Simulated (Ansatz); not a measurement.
Al$_{2}$Cu: several calculations on one system

**1. Vibrations**

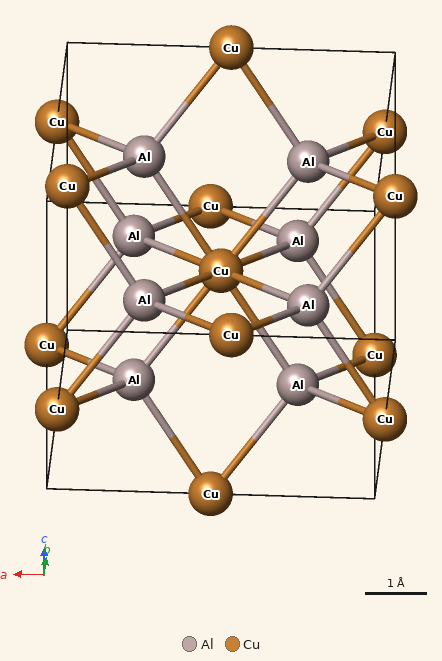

Phonons of solid Al₂Cu relaxed at 15 GPa, space group Fm-3m (No. 225), at the zone centre. A ball-and-stick model of the conventional cell (4 times the calculation's cell), seen from a free direction. Lengths and directions refer to the drawn axes.

Level of theory: Ansatz 0.2.0, DFT LDA, scalar-relativistic, plane waves, PAW. Set-up: plane-wave cutoff 420 eV; k-point mesh 16 × 16 × 16; occupations fermi dirac; smearing width 0.15 eV; target pressure 15 GPa; no spin polarisation.

The frequencies depend somewhat on the k-mesh and the smearing.

List the optical modes.

Answer. The calculation's cell holds 3 atoms, so there are 6 optical modes, in 2 levels. The optical modes span T₁u + T₂g. No level is unstable.

```csv
level,symmetry,frequency (cm⁻¹),activity
1,T₁u,325,infrared-active
2,T₂g,356,Raman-active
```

The crystal is a metal, so free carriers screen the infrared response.

The modes drawn as arrows (one member of each degenerate set):

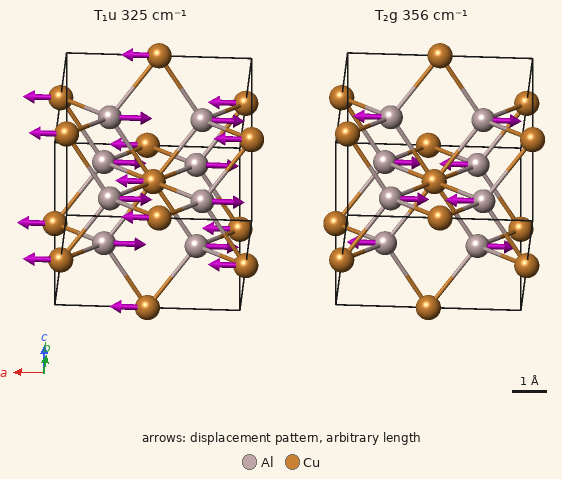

**2. One mode**

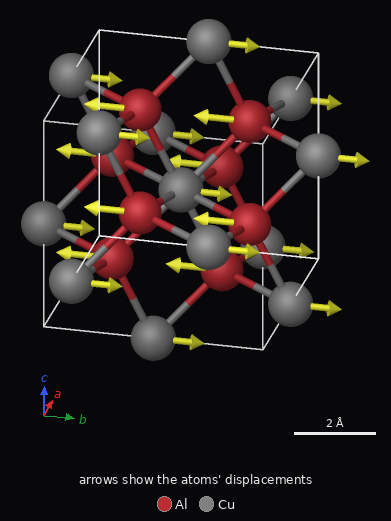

One vibrational mode of solid Al$_{2}$Cu relaxed at 3 GPa at the zone centre. The yellow arrows give the relative displacements of the atoms. A ball-and-stick model of the conventional cell (4 times the calculation's cell), seen from a free direction. Lengths and directions refer to the drawn axes.

These are results of DFT LDA, scalar-relativistic, plane waves, PAW in Ansatz, not measurements.

Input file:
```yaml
crystal:
  lattice:
    - [-1.9880672432, 1.9880672432, 2.8115516582]
    - [1.9880672432, -1.9880672432, 2.8115516582]
    - [1.9880672432, 1.9880672432, -2.8115516582]
  atoms:
    - { symbol: Al, position: [0.75, 0.25, 0.5] }
    - { symbol: Al, position: [0.25, 0.75, 0.5] }
    - { symbol: Cu, position: [0.5, 0.5, 0.0] }
basis:
  ecutwfc: 420
kpoints:
  mp_grid: { grid: [14, 14, 14] }
hamiltonian:
  xc: lda
scf:
  occupations: { method: fermi_dirac, width: 0.15 }
output:
  eigenvalues: true
phonons:
  method: dfpt
  eigenvectors: true
```

Run as
```bash
ansatz run input.yaml --threads 1 --pin off --max-ram 3072MiB --backend cpu --events-out ev --progress --plain --runs-dir out
```

The frequencies depend somewhat on the k-mesh and the smearing.

> Describe the mode and give its frequency.

This is the T₁u mode (triply degenerate; one member of the set is drawn) at 283 cm⁻¹, the lowest optical level, infrared-active by symmetry. The Al sublattice moves against the Cu sublattice, along b; the kinetic energy is shared as Al 54 %, Cu 46 %. The crystal is a metal, so free carriers screen the infrared response.

**3. One mode**

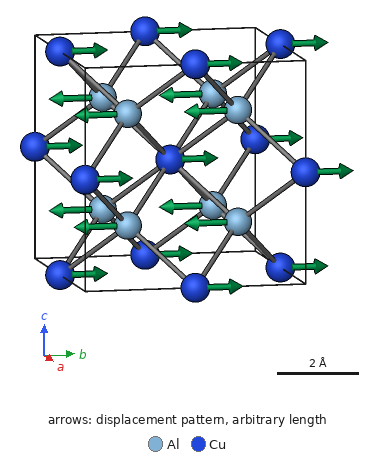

One vibrational mode of crystalline Al2Cu at 0.98 times its rest volume at the zone centre. The green arrows give the relative displacements of the atoms. The picture is a ball-and-stick view of the conventional cell (4 times the calculation's cell), seen slightly off an axis. Lengths and directions refer to the drawn axes.

Level of theory: DFT LDA, scalar-relativistic, plane waves, PAW in Ansatz.

Input file:
```yaml
crystal:
  lattice:
    - [-1.9916337272, 1.9916337272, 2.8165954283]
    - [1.9916337272, -1.9916337272, 2.8165954283]
    - [1.9916337272, 1.9916337272, -2.8165954283]
  atoms:
    - { symbol: Al, position: [0.75, 0.25, 0.5] }
    - { symbol: Al, position: [0.25, 0.75, 0.5] }
    - { symbol: Cu, position: [0.5, 0.5, 0.0] }
basis:
  ecutwfc: 420
kpoints:
  mp_grid: { grid: [14, 14, 14] }
hamiltonian:
  xc: lda
scf:
  occupations: { method: fermi_dirac, width: 0.15 }
output:
  eigenvalues: true
phonons:
  method: dfpt
  eigenvectors: true
```

Run as
```bash
ansatz run input.yaml --threads 1 --pin off --max-ram 3072MiB --backend cpu --events-out ev --progress --plain --runs-dir out
```

The frequencies depend somewhat on the k-mesh and the smearing.

Q: Give the symmetry, activity and frequency of this mode.

A: This is the T₁u mode (triply degenerate; one member of the set is drawn) at 8.41 THz, the lowest optical level, infrared-active by symmetry. The Al sublattice moves against the Cu sublattice, along b; the kinetic energy is shared as Al 54 %, Cu 46 %. The crystal is a metal, so free carriers screen the infrared response.

**4. Softest mode**

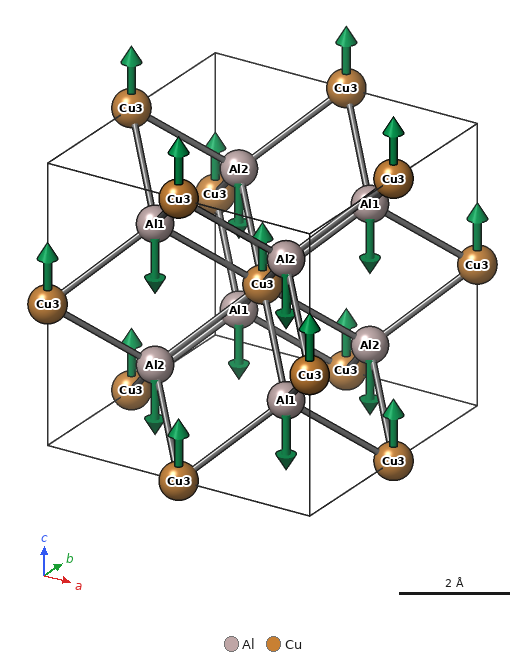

The lowest optical mode of a crystal of Al2Cu, space group Fm-3m (No. 225), at the zone centre. Displacements are drawn as green arrows; their common scale and sign are arbitrary. Style: ball-and-stick. Shown: the conventional cell (4 times the calculation's cell), from a free direction. Lengths and directions refer to the drawn axes.

Theory: DFT LDA, scalar-relativistic, plane waves, PAW (Ansatz 0.2.0). Set-up: plane-wave cutoff 420 eV; k-point mesh 14 × 14 × 14; occupations fermi dirac; smearing width 0.15 eV; no spin polarisation.

The frequencies depend somewhat on the k-mesh and the smearing.

Question: Is this crystal at a minimum with respect to the drawn distortion?

Answer: Yes: this softest mode has a real frequency, and so have all others here. That speaks for this wave vector alone: the rest of the zone wasn't checked in this run. This is the T₁u mode (triply degenerate; one member of the set is drawn) at 8.11 THz, the lowest optical level, infrared-active by symmetry. The Al sublattice moves against the Cu sublattice, along c; the kinetic energy is shared as Al 54 %, Cu 46 %. The crystal is a metal, so free carriers screen the infrared response.

**5. Softest mode**

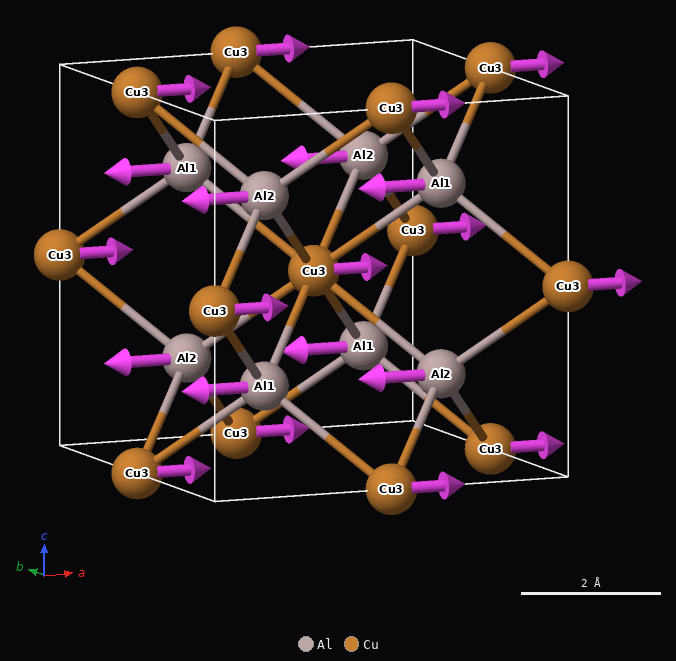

The lowest optical mode of crystalline Al₂Cu relaxed at 8 GPa, space group Fm-3m (No. 225), at the zone centre. Displacements are drawn as pink arrows; their common scale and sign are arbitrary. Style: ball-and-stick. Shown: the conventional cell (4 times the calculation's cell), slightly off an axis. Lengths and directions refer to the drawn axes.

Method: DFT LDA, scalar-relativistic, plane waves, PAW (Ansatz). Settings: plane-wave cutoff 420 eV; k-point mesh 16 × 16 × 16; occupations fermi dirac; smearing width 0.15 eV; target pressure 8 GPa; no spin polarisation.

The frequencies depend somewhat on the k-mesh and the smearing.

Question: Is this crystal at a minimum with respect to the drawn distortion?

Answer: Yes: this softest mode has a real frequency, and so have all others here. That speaks for this wave vector alone: the rest of the zone wasn't checked in this run. This is the T₁u mode (triply degenerate; one member of the set is drawn) at 302 cm⁻¹, the lowest optical level, infrared-active by symmetry. The Al sublattice moves against the Cu sublattice, along a; the kinetic energy is shared as Al 54 %, Cu 46 %. The crystal is a metal, so free carriers screen the infrared response.
